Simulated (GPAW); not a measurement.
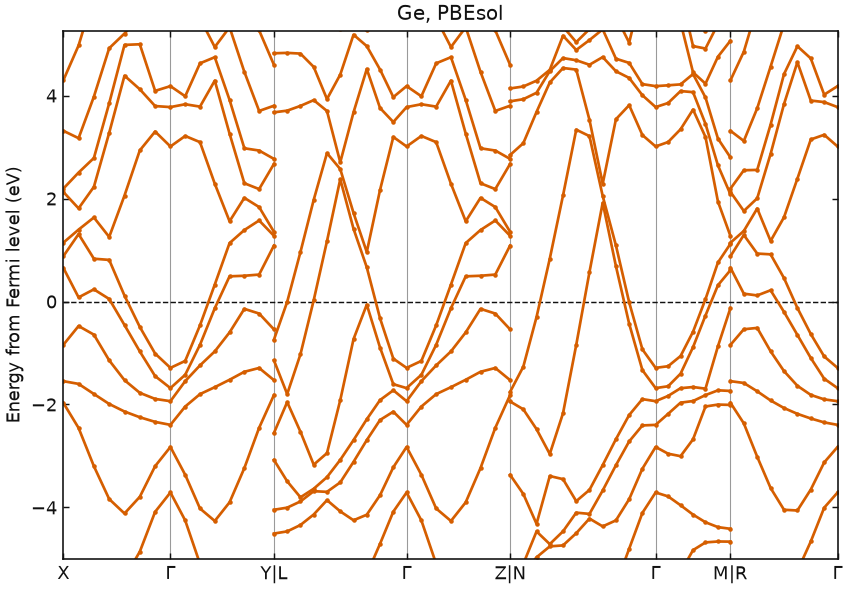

Band structure. Energies are counted from the Fermi level.

System: Ge, space group C2/m (No. 12), 4 atoms in the primitive cell.

```cif
data_structure
_symmetry_space_group_name_H-M 'P 1'
_symmetry_Int_Tables_number 1
_cell_length_a 5.8737
_cell_length_b 5.7526
_cell_length_c 3.8270
_cell_angle_alpha 72.504
_cell_angle_beta 69.078
_cell_angle_gamma 40.047
_cell_volume 77.63
loop_
_atom_site_label
_atom_site_type_symbol
_atom_site_fract_x
_atom_site_fract_y
_atom_site_fract_z
_atom_site_occupancy
Ge1 Ge 0.72649 0.27351 0.72649 1
Ge2 Ge 0.27351 0.72649 0.27351 1
Ge3 Ge 0.21813 0.21813 0.78187 1
Ge4 Ge 0.78187 0.78187 0.21813 1
```

Level of theory: PBEsol, PAW data sets generated in the run's folder for this functional, no spin polarisation, no spin-orbit coupling, 5×5×5 k mesh, 600 eV cutoff, Fermi-Dirac smearing of 0.05 eV; code GPAW 26.7.0.

Does this material conduct, going by its bands?

Answer. A metal: bands cross the Fermi level along this path.

Which levels at Γ lie nearest to the Fermi level?

Answer. At Γ the nearest levels lie 1.29 eV below and 3.01 eV above the Fermi level.

The k mesh is thin for a metal, so its Fermi level is uncertain. The cell is under a strain of −4 % (shear xy). The cell is at −4 GPa in this functional. Bands are joined in order of energy, so crossings between the computed points show as kinks or gaps. In reduced coordinates of the cell that was run, X is (0, 0, 0.5), Y is (0.5, 0, 0), L is (0.5, 0, 0.5), Z is (0, 0.5, 0), N is (0, 0.5, 0.5), M is (0.5, 0.5, 0) and R is (0.5, 0.5, 0.5).
